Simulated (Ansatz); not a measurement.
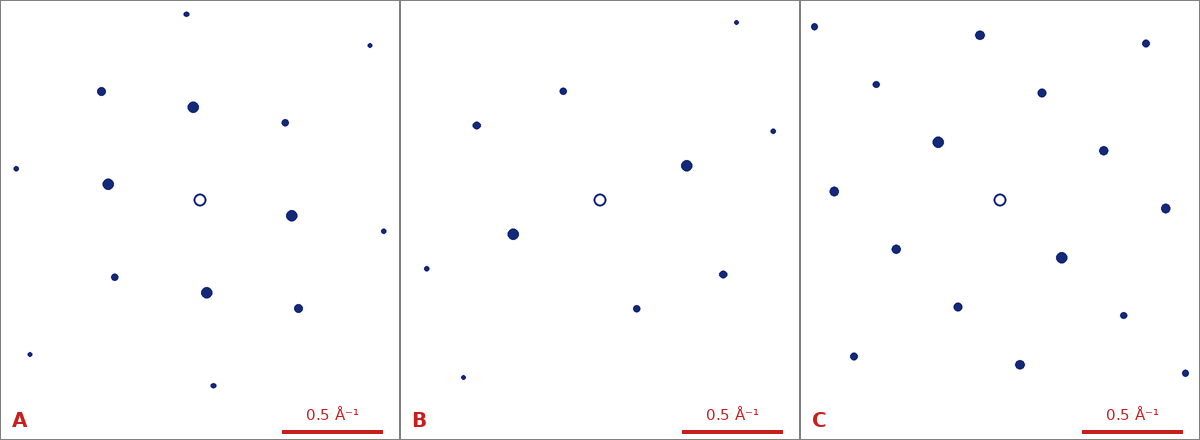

Computed electron diffraction patterns, 200 kV, single scattering only, B = 0.5 Å².

All three come from Si, space group P6_3/mmc (No. 194), a = 2.73 Å, c = 5.14 Å (hexagonal axes). Structure: the geometry relaxed with DFT, BLYP, plane waves (420 eV) with PAW, scalar-relativistic in Ansatz 0.2.0; the starting structure was generated, so it need not be a known form of this composition.

Q: Assign the zone axes [201], [211], [311] to A, B and C.

A: A is [211]: centred rectangular net of 0 1 -1 at d = 2.15 Å and -1 1 1 at d = 2.15 Å, at 76.2°. B is [311]: oblique net of 0 1 -1 at d = 2.15 Å and -1 1 2 at d = 1.74 Å, at 87.0°. C is [201]: centred rectangular net of 0 1 0 at d = 2.36 Å and 1 0 -2 at d = 1.74 Å, at 68.4°.
